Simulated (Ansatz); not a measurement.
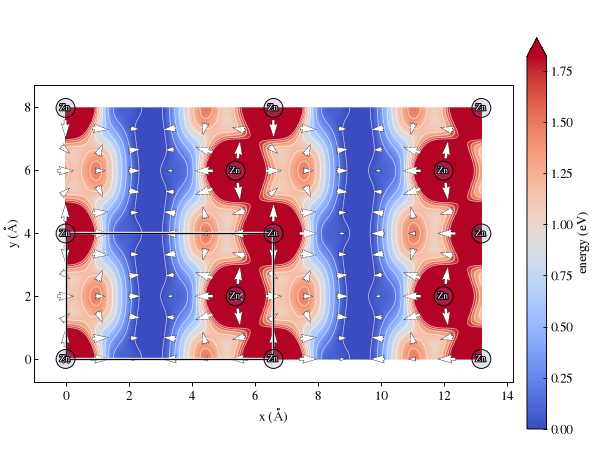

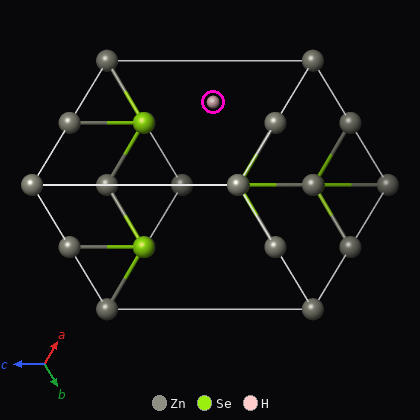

Energy landscape of ZnSe (P4/nmm phase) with one H guest (9 atoms in the cell, cell charge +1). A guest moved over a lattice plane through the rigid host; the plane is (1 0 1) of the conventional cell, half-way across the widest gap between atomic layers, origin above Zn3. Places are given modulo a cell vector. The map is drawn in real space over the plane of the scan. Nothing is relaxed (host rigid, guest held in the plane). The grid has 6 × 6 points; 22 points were computed and 12 follow by symmetry. At 2 points there is no value (left out of the scan, as a rule where atoms come close). Energies are in eV per cell, from the lowest grid point. The band gap closes in part of the range. The cell is charged on a uniform background, without a charge correction. Method: Ansatz 0.2.0, DFT LDA, scalar-relativistic, plane waves, PAW. Settings: cutoff 420 eV, k-mesh 6×6×6, gaussian smearing 0.05 eV, no spin polarisation.

In the figure: a smooth colour map with a few white contour lines, crosses at grid points without a value, arrows along the force (downhill), their lengths compressed, labelled circles for the fixed atoms within 1 Å of the plane, the outline of one cell of the 2 × 2 shown, one colour for all values above the top of the scale. Between grid points the surface is interpolated. The second picture is the structure at the lowest point; rings mark the moved atoms.

Question: What does the map say about the system?

Answer: The lowest grid point is at (2/6, 1/6) of the cell vectors [nearest 1 Se at 1.64 Å]; the map holds 2 wells of about this depth. The bottom of the well lies between grid points, at about (0.26, 0.04) of the cell vectors, about 0.17 eV lower on the interpolated surface. Relaxing all atoms from the lowest point lowers the energy by a further 0.27 eV. The highest grid point, (0/6, 1/6) of the cell vectors [nearest 1 Zn at 1.03 Å], lies 4.92 eV above the lowest. On the interpolated surface the easiest way out of the lowest well to a well of about the same depth near (2/6, 5/6) of the cell vectors [nearest 1 Se at 1.64 Å] passes a barrier of about 0.088 eV, counted from the interpolated bottom of the well.

The whole map (22 points run) took 27 min on 4 threads of Arm Neoverse N1, with other jobs on the host.

PAW datasets: the set soft_1.
